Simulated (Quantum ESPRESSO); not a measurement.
**Energy of CdO along an even scaling of the cell**

System: CdO (Fm-3m, 2 atoms in the cell).
Method: Kohn-Sham DFT of a periodic cell, PBE, SSSP 1.3 efficiency PBE, no spin polarisation (Quantum ESPRESSO 7.5).

The 7 runs differ only in the geometry, by an even scaling of the cell at fixed fractional positions. The structure derives from an entry of the Crystallography Open Database.

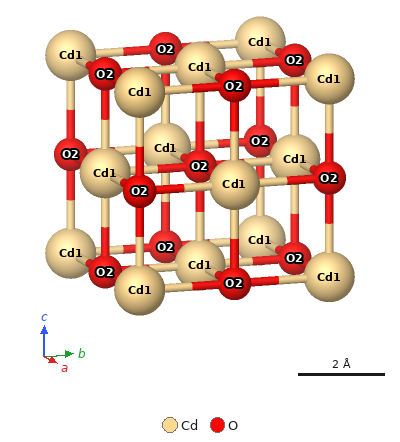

Figure 1. The structure of run 4 (ball-and-stick view of the cell 4 times as large as that of the calculation, set on its symmetry axes, seen slightly off an axis; atoms are numbered from 1 in the order of the input).

## The input of run 4
```
&CONTROL
  calculation = 'scf'
  prefix = 'pwscf'
  outdir = './tmp'
  pseudo_dir = './pseudo'
  tprnfor = .true.
  tstress = .true.
  disk_io = 'low'
/
&SYSTEM
  ibrav = 0
  nat = 2
  ntyp = 2
  ecutwfc = 60
  ecutrho = 480
  nbnd = 15
  occupations = 'smearing'
  smearing = 'fd'
  degauss = 0.00367493
/
&ELECTRONS
  conv_thr = 4d-10
  electron_maxstep = 120
  mixing_beta = 0.5
/
ATOMIC_SPECIES
Cd   112.4140 Cd.pbe-dn-rrkjus_psl.0.3.1.UPF
O     15.9990 O.pbe-n-kjpaw_psl.0.1.UPF
CELL_PARAMETERS angstrom
   0.0000000000    2.3495000000    2.3495000000
   2.3495000000    0.0000000000    2.3495000000
   2.3495000000    2.3495000000    0.0000000000
ATOMIC_POSITIONS crystal
Cd     0.0000000000    0.0000000000    0.0000000000
O      0.5000000000    0.5000000000    0.5000000000
K_POINTS automatic
10 10 10 0 0 0
```

## File pp_density.in of run 4
```
&INPUTPP
  prefix = 'pwscf'
  outdir = './tmp'
  filplot = 'density.dat'
  plot_num = 0
/
&PLOT
  nfile = 1
  filepp(1) = 'density.dat'
  iflag = 3
  output_format = 6
  fileout = 'density.cube'
/
```

## File pp_potential.in of run 4
```
&INPUTPP
  prefix = 'pwscf'
  outdir = './tmp'
  filplot = 'potential.dat'
  plot_num = 11
/
&PLOT
  nfile = 1
  filepp(1) = 'potential.dat'
  iflag = 3
  output_format = 6
  fileout = 'potential.cube'
/
```

Command:
```bash
OMP_NUM_THREADS=1 pw.x -in pw.in > pw.out
OMP_NUM_THREADS=1 pp.x -in pp_density.in > pp_density.out
OMP_NUM_THREADS=1 pp.x -in pp_potential.in > pp_potential.out
```

Run 3 has the same physical settings and fractional positions; its lattice vectors (Å) are:
```
   0.000000    2.333731    2.333731
   2.333731    0.000000    2.333731
   2.333731    2.333731    0.000000
```

## Results, with one run withheld

| run | volume per atom (Å³) | free energy per atom, from the lowest run given (meV) | pressure (GPa) |
| --- | --- | --- | --- |
| 1 | 12.191 | 72.50 | 17.89 |
| 2 | 12.451 | 46.46 | 13.70 |
| 3 | 12.710 | ? | ? |
| 4 | 12.970 | 12.95 | 6.61 |
| 5 | 13.229 | 4.20 | 3.62 |
| 6 | 13.488 | 0.03 | 0.94 |
| 7 | 13.748 | 0.00 | −1.45 |

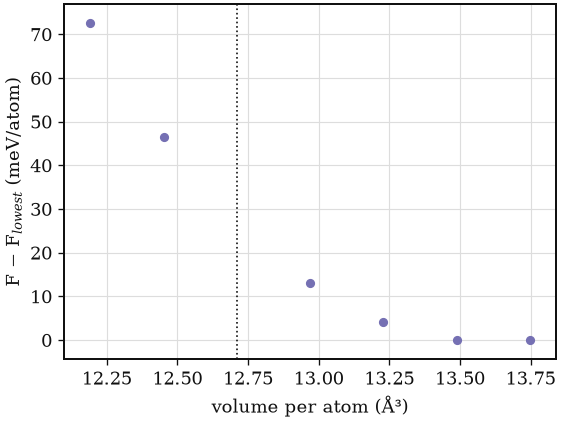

Figure 2. Free energy per atom of the runs given; the dotted line marks run 3.

Estimate the energy of run 3 from the others.

A cubic polynomial in V^(−2/3) (the Birch–Murnaghan form), fitted to the 6 runs given, misses them by under 0.01 meV per atom. With x = V^(−2/3) − 0.18093 Å⁻², it reads F = 11.945 + 4472.2 x + 4.063e+05 x² + 6.744e+05 x³ (meV per atom). At run 3 it gives 26.88 meV per atom, and the run itself gives 26.83. The slope of the fit gives a pressure −dF/dV of 10.29 GPa there, and the run prints 9.96 GPa. The two needn't agree exactly: the fit is approximate, and the printed stress is taken on a finite basis. The fit has its minimum at 13.619 Å³ per atom, where V d²F/dV² gives 127 GPa: the bulk modulus at this level, since symmetry fixes the shape and the positions.

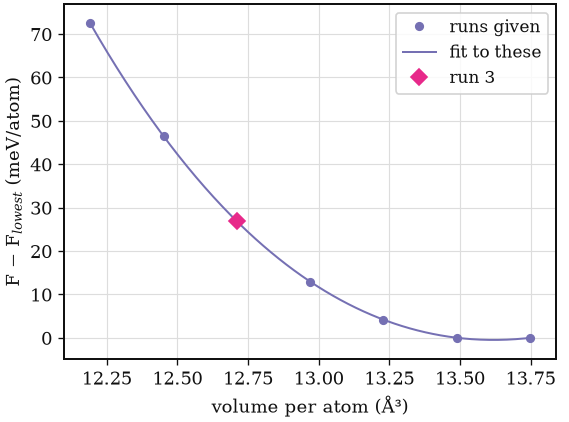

Figure 3. The fit and the withheld run.

## Some lines of the output (run 3)
```
[...]
     number of k points=    47  Fermi-Dirac smearing, width (Ry)=  0.0037
     total energy              =    -163.78987422 Ry
     total energy              =    -163.88170447 Ry
     total energy              =    -163.91160662 Ry
     total energy              =    -163.91239295 Ry
     total energy              =    -163.91244240 Ry
     total energy              =    -163.91244737 Ry
     total energy              =    -163.91244753 Ry
     total energy              =    -163.91244759 Ry
     the Fermi energy is    10.3747 ev
!    total energy              =    -163.91244759 Ry
     The total energy is F=E-TS. E is the sum of the following terms:
     Computing stress (Cartesian axis) and pressure
          total   stress  (Ry/bohr**3)                   (kbar)     P=       99.58
```
